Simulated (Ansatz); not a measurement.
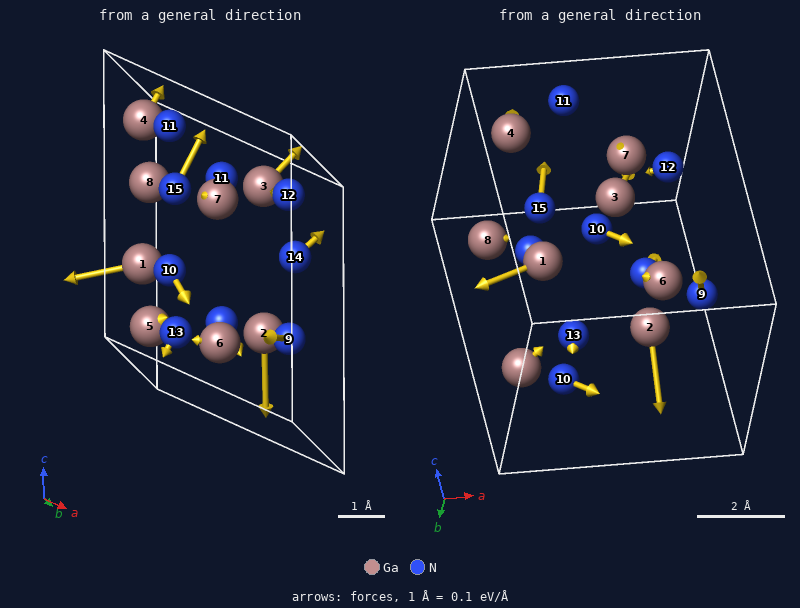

Crystal structure, spheres-only style, seen from two general directions. One cell (the run's own, in a reduced setting) is framed, with atoms on its boundary repeated. The arrows are the computed forces on the atoms.

System: Ga₈N₇. Electronic-structure method: DFT PBEsol, scalar-relativistic, plane waves, PAW (Ansatz 0.2.0). Parameters: wavefunction cutoff 420 eV, k-points about 0.19 Å⁻¹ apart, Gaussian smearing of 0.1 eV, no spin polarisation.

### Are the forces small enough to call this converged?

No. The atoms still feel forces of up to about 0.16 eV/Å, above a usual threshold of 0.01 to 0.03 eV/Å.

Starting structure: a structure type filled with these elements by a generator (whether the compound takes this form wasn't checked). Earlier steps of the study, as a rule a relaxation of our own, may have changed the cell and positions, so they can lie some per cent off the listed ones. A calculation with Ansatz used it as input.
